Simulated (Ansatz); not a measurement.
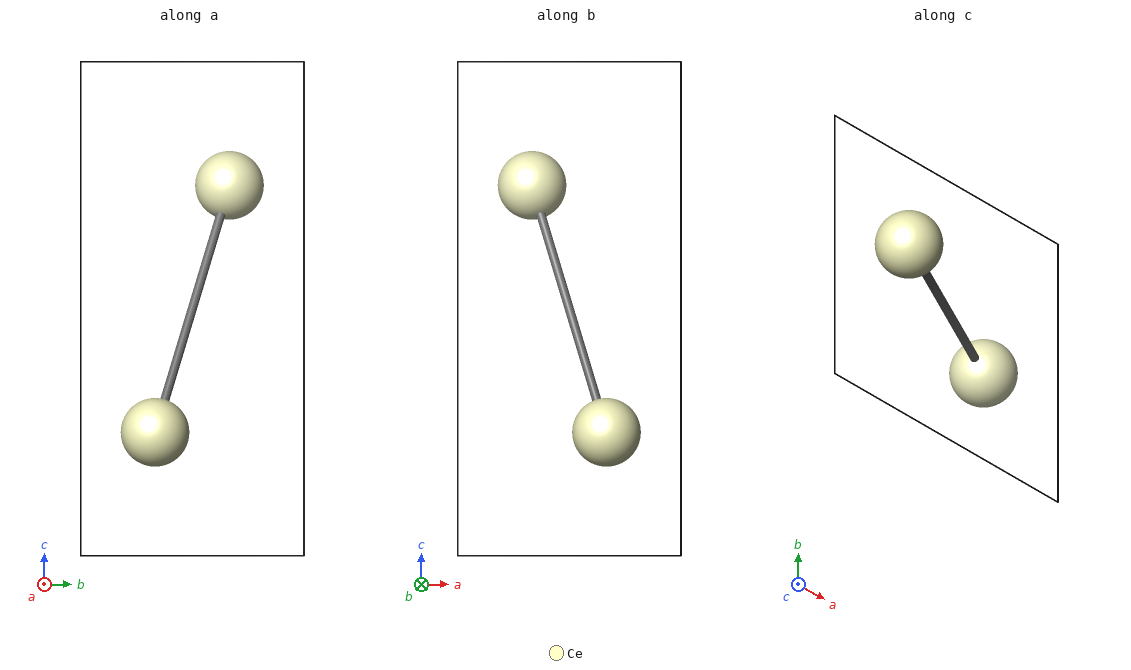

Structure drawing (ball-and-stick), viewed along the a axis, along the b axis and along the c axis. The conventional unit cell is outlined; an atom on or near a face, edge or corner is repeated at each equivalent position.

Lattice parameters: a = 3.1096 Å, b = 3.1096 Å, c = 5.9553 Å, α = 90.000°, β = 90.000°, γ = 120.000°.

Q: Reconstruct the structure as a CIF in P1 with every atom of the cell.

A:
```cif
data_structure
_symmetry_space_group_name_H-M 'P 1'
_symmetry_Int_Tables_number 1
_cell_length_a 3.1096
_cell_length_b 3.1096
_cell_length_c 5.9553
_cell_angle_alpha 90.000
_cell_angle_beta 90.000
_cell_angle_gamma 120.000
_cell_volume 49.87
loop_
_atom_site_label
_atom_site_type_symbol
_atom_site_fract_x
_atom_site_fract_y
_atom_site_fract_z
_atom_site_occupancy
Ce1 Ce 0.3333 0.6667 0.7500 1
Ce2 Ce 0.6667 0.3333 0.2500 1
```

Provenance: a structure type filled with this element by a generator (whether the element takes this form wasn't checked). Earlier steps of the study may have refined or changed the cell and positions. It was set up as input for a calculation with Ansatz.
